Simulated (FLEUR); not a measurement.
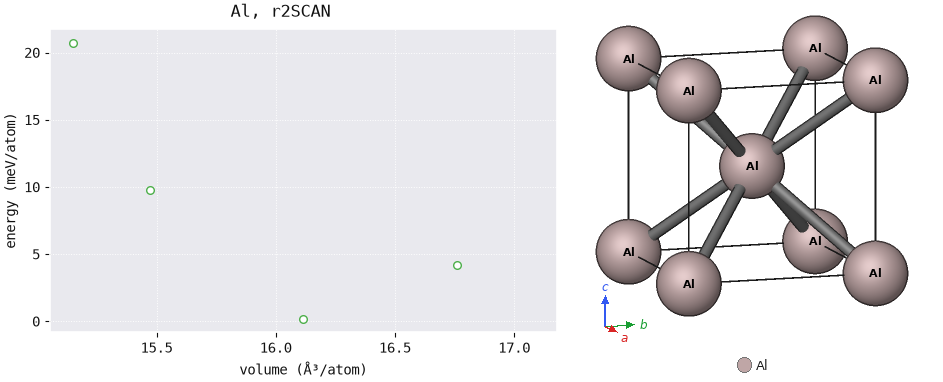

The plot gives the computed energy against volume for Al, space group Im-3m (No. 229). The conventional cell is drawn beside the plot.

The given structure:
```cif
data_structure
_symmetry_space_group_name_H-M 'P 1'
_symmetry_Int_Tables_number 1
_cell_length_a 2.7561
_cell_length_b 2.7561
_cell_length_c 2.7561
_cell_angle_alpha 109.471
_cell_angle_beta 109.471
_cell_angle_gamma 109.471
_cell_volume 16.12
loop_
_atom_site_label
_atom_site_type_symbol
_atom_site_fract_x
_atom_site_fract_y
_atom_site_fract_z
_atom_site_occupancy
Al1 Al 0.00000 0.00000 0.00000 1
```

Calculation (FLEUR MaX-R8.1 (later development tree)): all-electron LAPW DFT, no spin polarisation; energies at scaled volumes of the given cell, shape and fractions fixed, counted from the fit's minimum, third-order Birch-Murnaghan fit. Level: r2SCAN.

```tsv
setting	value
k mesh	12×12×12
occupations	Fermi–Dirac
smearing width	0.05 eV
potentials	all electron
program settings	basis FLAPW, kmax 4.15 1/bohr
```

The point at volume 17.08 Å³/atom is left out of the plot. What does the calculation give there?

| volume (Å³/atom) | energy (meV/atom) |
| --- | --- |
| 17.08 | 10.36 |
